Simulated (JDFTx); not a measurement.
Geometry relaxation of Ag (part 2 of 2)

Ag (1 atom in the cell); Kohn-Sham DFT of a periodic cell, r2SCAN, SG15-PBE-1.2, no spin polarisation (JDFTx 1.7.0 (patched build)); cutoff 1088.45 eV, 6×6×6 k-mesh, fermi-dirac of 0.05 eV. The structure derives from an entry of the Crystallography Open Database.

Geometry of the input (Å; fractional positions):
```
0.0000  2.0427  2.0427
2.0427  0.0000  2.0427
2.0427  2.0427  0.0000
Ag 0.0000  0.0000  0.0000
```

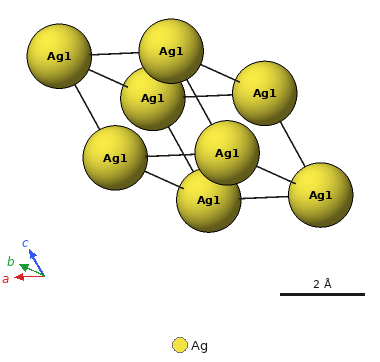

*The geometry at step 2 of the log (spheres-only view of the cell of the calculation, seen at an oblique angle; atoms are numbered from 1 in the order of the input).*

**The program's output, continued**
```
# Energy components:
   Eewald =     -107.1022734315115343
       EH =       32.7420760983017018
     Eloc =      -96.9254521048959532
      Enl =       -7.1180987269437335
      Exc =      -13.6128547162672948
       KE =       48.1850803586067045
-------------------------------------
     Etot =     -143.8315225227101166
       TS =        0.0002979212674194
-------------------------------------
        F =     -143.8318204439775343

LatticeMinimize: Iter:   1  F: -143.831820443977534  |grad|_K:  1.971e-03  alpha:  3.000e+00  linmin: -1.000e+00

-------- Electronic minimization -----------
Will mix electronic and kinetic density at each iteration.
	FillingsUpdate:  mu: +0.649046835  nElectrons: 19.000000
	FillingsUpdate:  mu: +0.631490006  nElectrons: 19.000000
SCF: Cycle:  0   F: -143.827234274655893   dF: +1.157e-03   |Residual|: 4.128e-01   |deigs|: 2.216e-04
	FillingsUpdate:  mu: +0.639267412  nElectrons: 19.000000
SCF: Cycle:  1   F: -143.831819343808661   dF: -4.585e-03   |Residual|: 5.732e-02   |deigs|: 1.854e-02
	FillingsUpdate:  mu: +0.639219710  nElectrons: 19.000000
SCF: Cycle:  2   F: -143.831853732376175   dF: -3.439e-05   |Residual|: 9.048e-03   |deigs|: 1.074e-03
	FillingsUpdate:  mu: +0.638510794  nElectrons: 19.000000
SCF: Cycle:  3   F: -143.831858906789080   dF: -5.174e-06   |Residual|: 4.693e-03   |deigs|: 8.077e-04
	FillingsUpdate:  mu: +0.638172724  nElectrons: 19.000000
SCF: Cycle:  4   F: -143.831860381485512   dF: -1.475e-06   |Residual|: 2.800e-03   |deigs|: 1.620e-04
	FillingsUpdate:  mu: +0.638118457  nElectrons: 19.000000
SCF: Cycle:  5   F: -143.831860738682934   dF: -3.572e-07   |Residual|: 7.226e-04   |deigs|: 7.886e-05
	FillingsUpdate:  mu: +0.638053425  nElectrons: 19.000000
SCF: Cycle:  6   F: -143.831860820805900   dF: -8.212e-08   |Residual|: 2.986e-04   |deigs|: 4.573e-05
	FillingsUpdate:  mu: +0.638041339  nElectrons: 19.000000
SCF: Cycle:  7   F: -143.831860837946380   dF: -1.714e-08   |Residual|: 2.525e-04   |deigs|: 2.638e-05
	FillingsUpdate:  mu: +0.638043312  nElectrons: 19.000000
SCF: Cycle:  8   F: -143.831860841982206   dF: -4.036e-09   |Residual|: 6.070e-05   |deigs|: 1.217e-05
	FillingsUpdate:  mu: +0.638042982  nElectrons: 19.000000
SCF: Cycle:  9   F: -143.831860842570791   dF: -5.886e-10   |Residual|: 6.893e-05   |deigs|: 2.175e-06
	FillingsUpdate:  mu: +0.638042348  nElectrons: 19.000000
SCF: Cycle: 10   F: -143.831860842886186   dF: -3.154e-10   |Residual|: 2.585e-05   |deigs|: 4.904e-06
SCF: Converged (|Delta E|<1.000000e-09 for 2 iters).

Setting wave functions to eigenvectors of Hamiltonian
# Lattice vectors:
R =
[            0      3.88025      3.88025  ]
[      3.88025            0      3.88025  ]
[      3.88025      3.88025            0  ]
unit cell volume = 116.845

# Strain tensor in Cartesian coordinates:
[   0.00518417            0            0  ]
[            0   0.00518417            0  ]
[            0            0   0.00518417  ]

# Stress tensor in Cartesian coordinates [Eh/a0^3]:
[ -6.30535e-06            0            0  ]
[            0 -6.30535e-06            0  ]
[            0            0 -6.30535e-06  ]

# Ionic positions in lattice coordinates:
ion Ag   0.000000000000000   0.000000000000000   0.000000000000000 1

# Forces in Cartesian coordinates:
force Ag  -0.000000000000000   0.000000000000000  -0.000000000000000 1

# Energy components:
   Eewald =     -106.6384345078047033
       EH =       33.0248727873775536
     Eloc =      -97.6704747899038495
      Enl =       -7.1205152588412242
      Exc =      -13.6101665048880669
       KE =       48.1831584281595156
-------------------------------------
     Etot =     -143.8315598459008129
       TS =        0.0003009969853604
-------------------------------------
        F =     -143.8318608428861864

LatticeMinimize: Iter:   2  F: -143.831860842886186  |grad|_K:  2.624e-04  alpha:  1.000e+00  linmin: -1.000e+00

-------- Electronic minimization -----------
Will mix electronic and kinetic density at each iteration.
	FillingsUpdate:  mu: +0.638042348  nElectrons: 19.000000
	FillingsUpdate:  mu: +0.635576059  nElectrons: 19.000000
SCF: Cycle:  0   F: -143.831763298608990   dF: +2.874e-05   |Residual|: 5.915e-02   |deigs|: 7.096e-06
	FillingsUpdate:  mu: +0.636722462  nElectrons: 19.000000
SCF: Cycle:  1   F: -143.831860487819398   dF: -9.719e-05   |Residual|: 8.084e-03   |deigs|: 2.675e-03
	FillingsUpdate:  mu: +0.636688501  nElectrons: 19.000000
SCF: Cycle:  2   F: -143.831861370939293   dF: -8.831e-07   |Residual|: 1.523e-03   |deigs|: 1.090e-04
	FillingsUpdate:  mu: +0.636588114  nElectrons: 19.000000
SCF: Cycle:  3   F: -143.831861524781374   dF: -1.538e-07   |Residual|: 4.619e-04   |deigs|: 1.009e-04
	FillingsUpdate:  mu: +0.636523318  nElectrons: 19.000000
SCF: Cycle:  4   F: -143.831861575639209   dF: -5.086e-08   |Residual|: 2.696e-04   |deigs|: 4.863e-05
	FillingsUpdate:  mu: +0.636517099  nElectrons: 19.000000
SCF: Cycle:  5   F: -143.831861583618178   dF: -7.979e-09   |Residual|: 6.210e-05   |deigs|: 5.159e-06
	FillingsUpdate:  mu: +0.636510383  nElectrons: 19.000000
SCF: Cycle:  6   F: -143.831861585690064   dF: -2.072e-09   |Residual|: 5.496e-05   |deigs|: 6.427e-06
	FillingsUpdate:  mu: +0.636507728  nElectrons: 19.000000
SCF: Cycle:  7   F: -143.831861586177070   dF: -4.870e-10   |Residual|: 3.539e-05   |deigs|: 4.343e-06
	FillingsUpdate:  mu: +0.636508047  nElectrons: 19.000000
SCF: Cycle:  8   F: -143.831861586311618   dF: -1.345e-10   |Residual|: 1.705e-05   |deigs|: 2.477e-06
SCF: Converged (|Delta E|<1.000000e-09 for 2 iters).

Setting wave functions to eigenvectors of Hamiltonian
# Lattice vectors:
R =
[            0      3.88263      3.88263  ]
[      3.88263            0      3.88263  ]
[      3.88263      3.88263            0  ]
unit cell volume = 117.06

# Strain tensor in Cartesian coordinates:
[   0.00580076            0            0  ]
[            0   0.00580076            0  ]
[            0            0   0.00580076  ]

# Stress tensor in Cartesian coordinates [Eh/a0^3]:
[ -5.69593e-07            0            0  ]
[            0 -5.69593e-07            0  ]
[            0            0 -5.69593e-07  ]

# Ionic positions in lattice coordinates:
ion Ag   0.000000000000000   0.000000000000000   0.000000000000000 1

# Forces in Cartesian coordinates:
force Ag   0.000000000000000   0.000000000000000  -0.000000000000000 1

# Energy components:
   Eewald =     -106.5730615307041091
       EH =       33.0649774469612083
     Eloc =      -97.7757933997881139
      Enl =       -7.1208606505648664
      Exc =      -13.6098114299131154
       KE =       48.1829886564885044
-------------------------------------
     Etot =     -143.8315609075204975
       TS =        0.0003006787911169
-------------------------------------
        F =     -143.8318615863116179

LatticeMinimize: Iter:   3  F: -143.831861586311618  |grad|_K:  2.375e-05  alpha:  1.000e+00  linmin: -1.000e+00

-------- Electronic minimization -----------
Will mix electronic and kinetic density at each iteration.
	FillingsUpdate:  mu: +0.636508047  nElectrons: 19.000000
	FillingsUpdate:  mu: +0.636290872  nElectrons: 19.000000
SCF: Cycle:  0   F: -143.831860792096080   dF: +2.669e-07   |Residual|: 5.049e-03   |deigs|: 2.274e-06
	FillingsUpdate:  mu: +0.636392941  nElectrons: 19.000000
SCF: Cycle:  1   F: -143.831861577038580   dF: -7.849e-07   |Residual|: 8.393e-04   |deigs|: 2.360e-04
	FillingsUpdate:  mu: +0.636390983  nElectrons: 19.000000
[... 2 further cycles ...]
SCF: Cycle:  4   F: -143.831861594750762   dF: -4.251e-10   |Residual|: 2.293e-05   |deigs|: 7.715e-06
	FillingsUpdate:  mu: +0.636374443  nElectrons: 19.000000
SCF: Cycle:  5   F: -143.831861594823550   dF: -7.279e-11   |Residual|: 7.402e-06   |deigs|: 2.276e-06
SCF: Converged (|Delta E|<1.000000e-09 for 2 iters).

Setting wave functions to eigenvectors of Hamiltonian
# Lattice vectors:
R =
[            0      3.88284      3.88284  ]
[      3.88284            0      3.88284  ]
[      3.88284      3.88284            0  ]
unit cell volume = 117.079

# Strain tensor in Cartesian coordinates:
[   0.00585504            0            0  ]
[            0   0.00585504            0  ]
[            0            0   0.00585504  ]

# Stress tensor in Cartesian coordinates [Eh/a0^3]:
[ -2.76628e-07            0            0  ]
[            0 -2.76628e-07            0  ]
[            0            0 -2.76628e-07  ]

# Ionic positions in lattice coordinates:
ion Ag   0.000000000000000   0.000000000000000   0.000000000000000 1

# Forces in Cartesian coordinates:
force Ag   0.000000000000000  -0.000000000000000   0.000000000000000 1

# Energy components:
   Eewald =     -106.5673102490654713
       EH =       33.0684841838796402
     Eloc =      -97.7850163895264188
      Enl =       -7.1208913267874099
      Exc =      -13.6097778244400835
       KE =       48.1829506499009099
-------------------------------------
     Etot =     -143.8315609560388282
       TS =        0.0003006387847147
-------------------------------------
        F =     -143.8318615948235504

LatticeMinimize: Iter:   4  F: -143.831861594823550  |grad|_K:  1.153e-05  alpha:  1.000e+00  linmin: -1.000e+00
LatticeMinimize: Converged (|Delta F|<1.000000e-06 for 2 iters).

Dumping 'run.eigStats' ...
	eMin: -2.849227 at state 0 ( [ +0.000000 +0.000000 +0.000000 ] spin 0 )
	HOMO: +0.635407 at state 3 ( [ +0.000000 +0.000000 +0.500000 ] spin 0 )
	mu  : +0.636374
	LUMO: +0.667154 at state 6 ( [ +0.000000 +0.166667 +0.500000 ] spin 0 )
	eMax: +1.653865 at state 11 ( [ +0.000000 +0.333333 -0.333333 ] spin 0 )
	HOMO-LUMO gap: +0.031746
	Optical gap  : +0.138917 at state 3 ( [ +0.000000 +0.000000 +0.500000 ] spin 0 )
Done!
```

**Trajectory as extended XYZ (Å, eV, eV/Å), 5 frames, from step=0 to step=4**
```
1
Lattice="0.0000 2.0428 2.0428 2.0428 0.0000 2.0428 2.0428 2.0428 0.0000" Properties=species:S:1:pos:R:3:forces:R:3 step=0 energy=-3913.86281
Ag    0.0000    0.0000    0.0000    0.0000   0.0000   0.0000
1
Lattice="0.0000 2.0444 2.0444 2.0444 0.0000 2.0444 2.0444 2.0444 0.0000" Properties=species:S:1:pos:R:3:forces:R:3 step=1 energy=-3913.86322
Ag    0.0000    0.0000    0.0000    0.0000   0.0000   0.0000
1
Lattice="0.0000 2.0533 2.0533 2.0533 0.0000 2.0533 2.0533 2.0533 0.0000" Properties=species:S:1:pos:R:3:forces:R:3 step=2 energy=-3913.86432
Ag    0.0000    0.0000    0.0000    0.0000   0.0000   0.0000
1
Lattice="0.0000 2.0546 2.0546 2.0546 0.0000 2.0546 2.0546 2.0546 0.0000" Properties=species:S:1:pos:R:3:forces:R:3 step=3 energy=-3913.86434
Ag    0.0000    0.0000    0.0000    0.0000   0.0000   0.0000
1
Lattice="0.0000 2.0547 2.0547 2.0547 0.0000 2.0547 2.0547 2.0547 0.0000" Properties=species:S:1:pos:R:3:forces:R:3 step=4 energy=-3913.86434
Ag    0.0000    0.0000    0.0000    0.0000   0.0000   0.0000
```

**Key numbers**

```tsv
quantity	value
outcome	converged
space group (tolerance 0.01 Å)	Fm-3m (225)
electrons treated	19
free energy	−3913.8643 eV
Fermi energy	17.317 eV
gap on the k-point mesh	none (metallic)
pressure	0.01 GPa
final volume	17.35 Å³
largest force (length of the vector) at the end	under 0.001 eV/Å
final cell	a = 2.906 Å, b = 2.906 Å, c = 2.906 Å, α = 60.00°, β = 60.00°, γ = 60.00°
wall time	1.7 min
peak memory	0.05 GiB
```

Points of doubt noted for this run: coarse mesh; metagga forces on grid.
